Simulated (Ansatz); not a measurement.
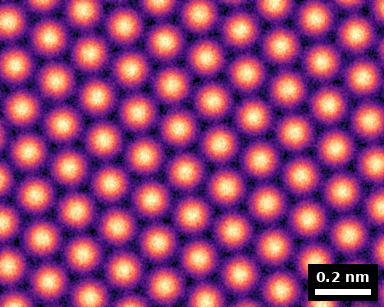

Z-contrast image of Re (Fm-3m, No. 225). The image is simulated as a sum over atoms of Z^1.8, blurred by a 1.03 Å probe (no channelling). The display is stretched by a gamma of 0.65; percentages refer to the linear signal. Shot noise was added. Model: the end point of a relaxation with DFT PBE, scalar-relativistic, plane waves, PAW in Ansatz 0.2.0; the starting structure was generated, so it need not be a known form of this composition.

Space group Fm-3m (No. 225). a = 3.915 Å, b = 3.915 Å, c = 3.915 Å, α = 90.00°, β = 90.00°, γ = 90.00°
```json
{"atom": "Re", "site": "4a", "symmetry": "m-3m", "x": "0.0000", "y": "0.0000", "z": "0.0000"}
```

> Which beam direction gives this image, [110], [211], [001] or [111]? (Directions equivalent by symmetry count as one.)

[111]. The projected cells are 2.40 × 2.40 Å, 109° for [110]; 1.38 × 2.26 Å, 90° for [211]; 1.96 × 1.96 Å, 90° for [001]; 1.60 × 1.60 Å, 120° for [111], and the image repeats as the [111] one does.
